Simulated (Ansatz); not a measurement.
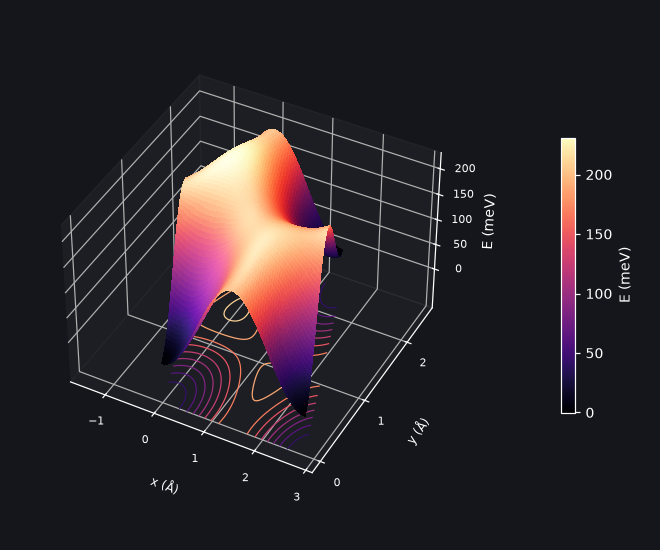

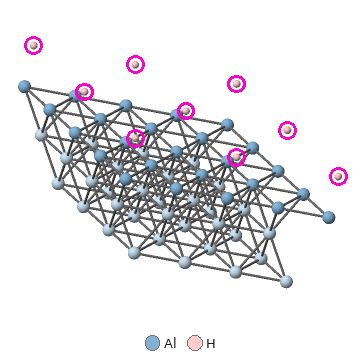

Energy landscape of H on an Al(111) slab cut from the Fm-3m phase, its upper half relaxed before the scan (12 atoms of substrate and one adsorbate in a 2 × 2 cell). H is moved over the surface cell at a fixed height above a rigid substrate; the origin of the map has the adsorbate above Al9; the height is held at 2.50 Å. Places are given modulo a cell vector. The map is drawn in real space over the plane of the surface. The scan uses a 6 × 6 grid; 10 points were computed and 26 follow by symmetry. Places are given in fractions of the 1 × 1 surface cell. All energies are given in meV relative to the lowest grid point. The runs have no spin polarisation, so an open-shell adsorbate far from the surface lies too high. At a fixed height the lowest place need not be the adsorption site. The calculation used DFT PBE+D3(BJ), scalar-relativistic, plane waves, PAW (Ansatz). Settings: cutoff 420 eV, k-mesh 6×6×1, gaussian smearing 0.1 eV, no spin polarisation.

The picture shows a relief with its contours projected below, any walls above the top of the colour scale cut off. Between grid points the surface is interpolated. The second picture is the structure at the lowest point; rings mark the moved atoms.

What does the map say about the system?

The lowest grid point is at the top site over a surface Al atom, (0/6, 0/6) of the cell vectors. No other kind of well shows on this grid. The highest grid point, a threefold hollow over a second-layer Al atom, (2/6, 4/6) of the cell vectors, lies 231 meV above the lowest. On the interpolated surface the easiest way out of the lowest well to its copy in the next cell or period passes a barrier of about 193 meV. At the lowest point the adsorbate has 1 Al at 2.50 Å as nearest neighbours, at the highest 3 Al at 2.98 Å.

The input of one point:

```yaml
crystal:
  lattice:
    - [5.6314608543, 0.0, 0.0]
    - [-2.8157304272, 4.8769881603, 0.0]
    - [0.0, 0.0, 21.6684292099]
  atoms:
    - { symbol: Al, position: [0.3333333333, 0.1666666667, 0.1846003677] }
    - { symbol: Al, position: [0.3333333333, 0.6666666667, 0.1846003677] }
    - { symbol: Al, position: [0.8333333333, 0.1666666667, 0.1846003677] }
    - { symbol: Al, position: [0.8333333333, 0.6666666667, 0.1846003677] }
    - { symbol: Al, position: [0.1666666667, 0.3333333333, 0.2900502825] }
    - { symbol: Al, position: [0.1666666667, 0.8333333333, 0.2900502825] }
    - { symbol: Al, position: [0.6666666667, 0.3333333333, 0.2900502825] }
    - { symbol: Al, position: [0.6666666667, 0.8333333333, 0.2900502825] }
    - { symbol: Al, position: [0.0, 0.0, 0.3954337957] }
    - { symbol: Al, position: [0.0, 0.5, 0.3954337957] }
    - { symbol: Al, position: [0.5, 0.0, 0.3954337957] }
    - { symbol: Al, position: [0.5, 0.5, 0.3954337957] }
    - { symbol: H, position: [0.0, 0.0, 0.5108090255] }
basis:
  ecutwfc: 420
kpoints:
  mp_grid: { grid: [6, 6, 1] }
hamiltonian:
  xc: pbe
  pseudopotentials: { kind: paw, azcp: { folder: soft_1 } }
  dispersion: d3bj
scf:
  occupations: { method: gaussian, width: 0.1 }
output:
  forces: true
  eigenvalues: true
efield:
  axis: 3
  dipole_correction: true
  ramp_width: 0.04
```

Time for the 10 points that were run: 9.1 min on 1 thread of Arm Neoverse N1 (shared host).
